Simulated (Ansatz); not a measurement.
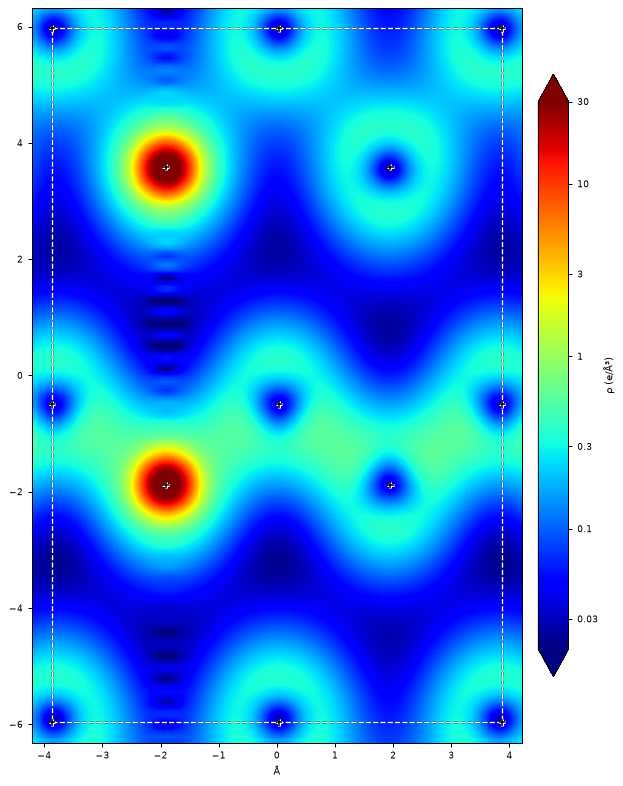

The valence electron density on a plane through atoms (crosses mark nuclei in the plane).

Level of theory: Ansatz, DFT r2SCAN, scalar-relativistic, plane waves, PAW.

Candidates:
A. BN, a = 3.63 Å, b = 3.63 Å, c = 3.63 Å, α = 90.00°, β = 90.00°, γ = 90.00°. Space group F-43m; a structure from a database of computed crystals, not necessarily the ambient phase; computed pressure about −5 GPa in this cell.
B. ZnSe2, a = 6.31 Å, b = 6.31 Å, c = 6.31 Å, α = 90.00°, β = 90.00°, γ = 90.00°. Space group Pa-3; a structure from a database of computed crystals, not necessarily the ambient phase.
C. Si7Ge, a = 7.73 Å, b = 7.73 Å, c = 11.94 Å, α = 90.00°, β = 90.00°, γ = 90.00°. Space group Cmm2; a structure from a database of computed crystals, not necessarily the ambient phase; not relaxed (largest force 1.9 eV/Å); computed pressure about −3 GPa in this cell.

Which system is this?

Candidate C: Si7Ge on the (100) plane of the conventional cell, which holds Si and Ge. Si–Si (2.36 Å): ρ at the midpoint is about 0.58 e/Å³. Si–Ge (2.39 Å): the density is about 0.55 e/Å³ at the midpoint.
